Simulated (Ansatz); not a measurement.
# Single-point calculation of ZnS (part 2 of 2)

Continued. System: ZnS (30 atoms in the cell). Method: DFT PBE, scalar-relativistic, plane waves, PAW, no spin polarisation (Ansatz 0.2.0); cutoff 420 eV, 2×2×2 k-mesh, Gaussian smearing of 0.01 eV. The structure derives from a Materials Project entry. It belongs to a series of runs on one base structure; here: the perfect crystal in a cell of 30 atoms.

Output, continued:
```
  k-point 1: bands = ["-7.3043", "-7.3043", "-6.7295", "-6.7295", "-6.7212", "-6.7212", "-6.5342", "-6.5309", "-6.4570", "-6.4570", "-6.3570", "-6.3570", "-6.3518", "-6.3518", "-6.3048", "-0.7445", "-0.7391", "-0.7391", "-0.7121", "-0.7121", "-0.7052", "-0.7052", "-0.6837", "-0.6837", "-0.6717", "-0.6717", "-0.6650", "-0.6547", "-0.6547", "-0.6295", "-0.6295", "-0.6196", "-0.6196", "-0.6195", "-0.6195", "-0.6032", "-0.5939", "-0.5799", "-0.5707", "-0.5707", "-0.5646", "-0.5646", "-0.5596", "-0.5596", "-0.5499", "-0.5499", "-0.5239", "-0.5239", "-0.4738", "-0.4738", "-0.4613", "-0.4398", "-0.4057", "-0.3839", "-0.3839", "-0.3772", "-0.3772", "-0.3676", "-0.3366", "-0.3366", "-0.3172", "-0.3172", "-0.3020", "-0.3020", "-0.2959", "-0.2959", "-0.2876", "-0.2876", "-0.2618", "-0.2618", "-0.2617", "-0.2617", "-0.2545", "-0.2545", "-0.2459", "-0.2403", "-0.2333", "-0.2333", "-0.2259", "-0.2259", "-0.2037", "-0.1192", "-0.1192", "-0.1145", "-0.0955", "-0.0706", "0.0399", "0.0399", "0.0442", "0.0442", "0.6065", "0.8952", "0.9030", "0.9030", "0.9230", "0.9230", "1.3326", "1.3497", "1.3497", "1.7480", "1.7480", "1.7580", "1.7580", "2.1877", "2.1877", "2.6516", "2.6516", "2.6696", "3.2915", "3.2915", "3.3691", "3.6816", "3.6816", "3.7211", "3.7211", "3.7265", "3.7768", "3.7768", "3.8398", "3.8398", "3.9985", "3.9985", "4.0235", "4.0235", "4.2960", "4.2989", "4.3024", "4.4578", "4.4578", "4.5520", "4.5520", "5.1405", "5.1405", "5.2725", "5.2725", "8.7977", "8.7977", "8.8359", "9.1736", "9.7484", "9.8258", "9.8258", "9.8701", "9.8701", "10.0133", "10.0133", "10.3624", "10.3624", "10.4204", "10.7997", "10.7997", "11.1060", "11.1060", "11.2961", "11.2961", "11.3187", "11.4445", "11.4445", "11.7316", "11.7316", "11.7709", "11.7709", "11.8591", "12.3535", "12.3535"]
  k-point 2: bands = ["-7.3003", "-7.2931", "-6.7318", "-6.7318", "-6.7256", "-6.7256", "-6.6029", "-6.5083", "-6.5083", "-6.3594", "-6.3594", "-6.3551", "-6.3551", "-6.3280", "-6.3280", "-0.7482", "-0.7340", "-0.7256", "-0.7250", "-0.7056", "-0.7051", "-0.6992", "-0.6992", "-0.6812", "-0.6812", "-0.6774", "-0.6774", "-0.6591", "-0.6591", "-0.6567", "-0.6567", "-0.6477", "-0.6473", "-0.6027", "-0.6027", "-0.5956", "-0.5956", "-0.5877", "-0.5877", "-0.5769", "-0.5769", "-0.5619", "-0.5619", "-0.5468", "-0.5468", "-0.5122", "-0.5122", "-0.4834", "-0.4834", "-0.4702", "-0.4702", "-0.4152", "-0.4152", "-0.4062", "-0.4062", "-0.3307", "-0.3307", "-0.3098", "-0.3098", "-0.3009", "-0.3009", "-0.2964", "-0.2964", "-0.2949", "-0.2947", "-0.2945", "-0.2945", "-0.2762", "-0.2761", "-0.2730", "-0.2730", "-0.2608", "-0.2608", "-0.2538", "-0.2538", "-0.2414", "-0.2414", "-0.2395", "-0.2395", "-0.2124", "-0.2124", "-0.0963", "-0.0963", "-0.0840", "-0.0359", "-0.0359", "0.0131", "0.0131", "0.0619", "0.0619", "0.3503", "0.7740", "0.7740", "0.9959", "0.9959", "1.0108", "1.0108", "1.2423", "1.2423", "1.8811", "1.8811", "1.9801", "1.9801", "2.4797", "2.4797", "2.5107", "2.5107", "2.8122", "2.8122", "3.2009", "3.2009", "3.4465", "3.4465", "3.7111", "3.7111", "3.8125", "3.8296", "3.8296", "3.8321", "3.8324", "3.8324", "3.9736", "3.9736", "4.0722", "4.0722", "4.4501", "4.4501", "4.5305", "4.5305", "4.6626", "4.6642", "5.2746", "5.2764", "5.2847", "5.2865", "8.6237", "8.6827", "8.8156", "9.6395", "9.6395", "9.7564", "9.7564", "9.8204", "9.8204", "10.2170", "10.2170", "10.5637", "10.5637", "10.8368", "10.8368", "11.0578", "11.0578", "11.1166", "11.1166", "11.2156", "11.2156", "11.4575", "11.4575", "11.6436", "11.6436", "11.7379", "11.8153", "11.9891", "11.9893", "11.9997"]
  k-point 5: bands = ["-7.0131", "-7.0131", "-6.8162", "-6.8162", "-6.7594", "-6.7594", "-6.6319", "-6.6319", "-6.5341", "-6.5308", "-6.4269", "-6.4269", "-6.3330", "-6.3330", "-6.3048", "-0.7446", "-0.7419", "-0.7419", "-0.7302", "-0.7302", "-0.7217", "-0.7217", "-0.6721", "-0.6721", "-0.6681", "-0.6681", "-0.6650", "-0.6552", "-0.6552", "-0.6431", "-0.6431", "-0.6154", "-0.6154", "-0.6107", "-0.6107", "-0.6102", "-0.6102", "-0.6033", "-0.5934", "-0.5896", "-0.5896", "-0.5883", "-0.5883", "-0.5795", "-0.5398", "-0.5398", "-0.5356", "-0.5356", "-0.5073", "-0.5073", "-0.4637", "-0.4637", "-0.4616", "-0.4394", "-0.4058", "-0.3858", "-0.3858", "-0.3679", "-0.3477", "-0.3477", "-0.3148", "-0.3148", "-0.3044", "-0.3044", "-0.2950", "-0.2950", "-0.2726", "-0.2726", "-0.2704", "-0.2704", "-0.2535", "-0.2535", "-0.2515", "-0.2515", "-0.2460", "-0.2404", "-0.2307", "-0.2307", "-0.2290", "-0.2290", "-0.2051", "-0.2051", "-0.2038", "-0.1146", "-0.0957", "-0.0708", "-0.0596", "-0.0596", "0.0250", "0.0250", "0.6058", "0.8945", "1.0018", "1.0018", "1.0070", "1.0070", "1.3320", "1.4274", "1.4274", "2.0101", "2.0101", "2.3114", "2.3114", "2.5762", "2.5762", "2.6677", "2.6677", "2.6694", "2.8886", "2.8886", "3.3515", "3.3515", "3.3702", "3.7264", "3.8428", "3.8428", "3.8882", "3.8882", "4.1380", "4.1380", "4.1467", "4.1467", "4.2231", "4.2231", "4.2957", "4.3001", "4.3035", "4.3294", "4.3294", "4.5208", "4.5208", "4.7661", "4.7661", "4.8352", "4.8352", "8.8358", "9.1741", "9.3690", "9.3690", "9.3935", "9.3935", "9.7484", "9.7752", "9.7752", "9.8643", "9.8643", "10.1054", "10.1054", "10.3302", "10.3302", "10.4201", "10.7481", "10.7481", "10.8563", "10.8563", "11.3190", "11.3933", "11.3933", "11.4854", "11.4854", "11.8592", "11.8647", "11.8647", "11.8981", "11.8981"]
```

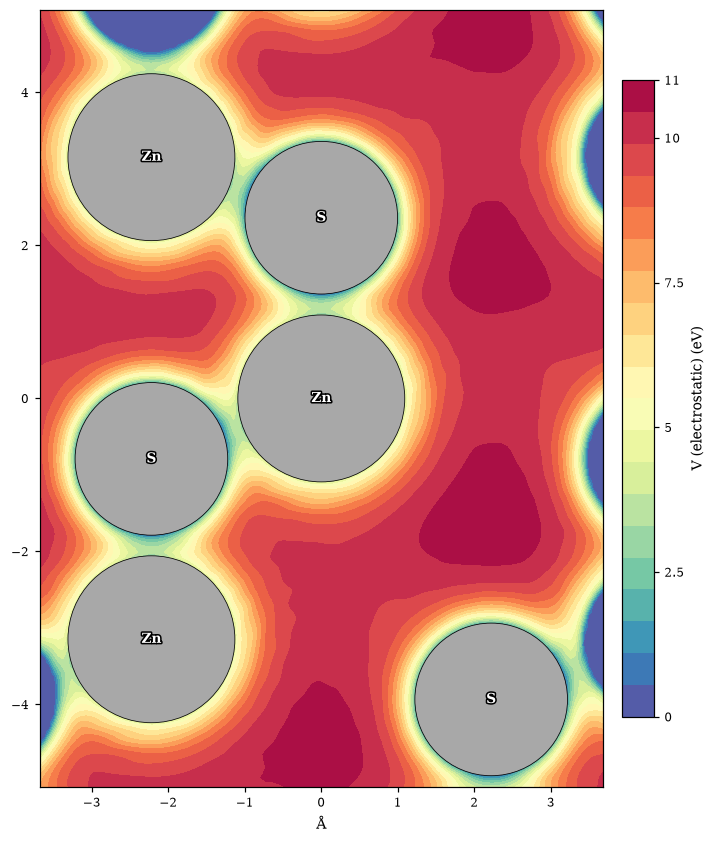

**Figure 1.** Electrostatic potential (local pseudopotential plus Hartree) felt by an electron on the (001) plane of the calculation cell. Grey discs, where drawn, cover atomic cores. Atoms in the plane: Zn and S. Outside the cores the potential energy rises away from the atoms and is highest about 2.3 Å from the nearest atoms; outside the discs it spans about 10 eV, and its zero is arbitrary. Core electrons are frozen (PAW), so the fields are smoothed inside the atomic spheres.

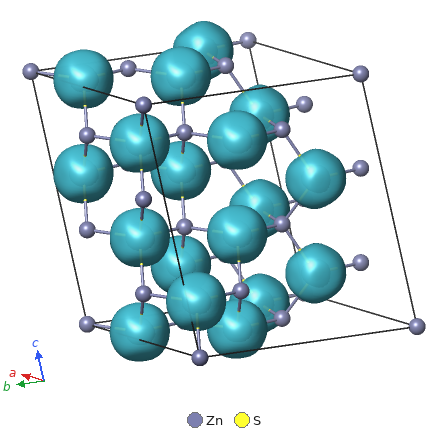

**Figure 2.** Isosurface of the ELF at 0.7 (cyan), seen at an oblique angle. Core shells and regions of very low density are left out. Sticks mark near contacts. The outline is the calculation cell. Profiles from the grid: Zn–S (2.36 Å): the ELF is about 0.55 at the midpoint.

Results in brief:

| quantity | value |
| --- | --- |
| outcome | converged |
| space group (tolerance 0.01 Å) | R3m (160) |
| electrons treated | 270 |
| free energy | −63340.8871 eV |
| Fermi energy | 6.540 eV |
| gap on the k-point mesh | 2.05 eV |
| pressure | −0.01 GPa |
| largest force (length of the vector) | 0.006 eV/Å |
| wall time | 16 s (CPU time 62 s) |
| peak memory | 2.4 GiB |
